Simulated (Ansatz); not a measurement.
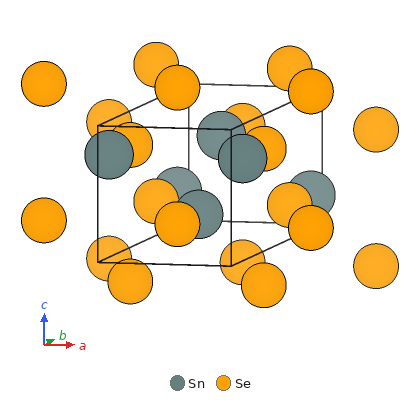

SnSe, space group Cmcm (No. 63), a = 4.259 Å, b = 11.752 Å, c = 4.257 Å, α = 90.00°, β = 90.00°, γ = 90.00°. Source: coordinates from a relaxation at fixed volume with Ansatz 0.2.0, DFT PBE+D3(BJ), scalar-relativistic, plane waves, PAW. Forms under 0.4 % of the area are left out.

Question: What shape follows from the Bravais–Friedel–Donnay–Harker rule?

Answer: The forms computed, by share of the surface:

```
 form  faces  d (Å)  share of area (%)
{020}      2  5.876               33.7
{110}      4  4.004               29.9
{021}      4  3.448               25.6
{111}      8  2.917               10.8
```

Widths along a, b and c stand as 1.00 : 0.64 : 1.35.

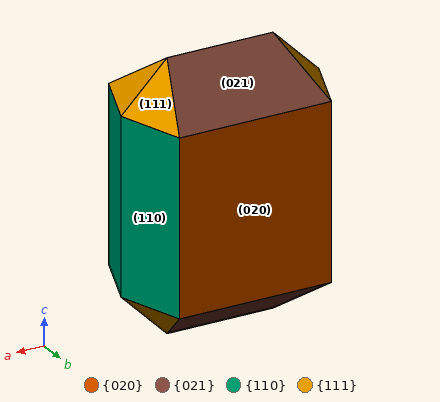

The computed shape, faces indexed. The rule is geometric and ignores bonding and growth conditions.
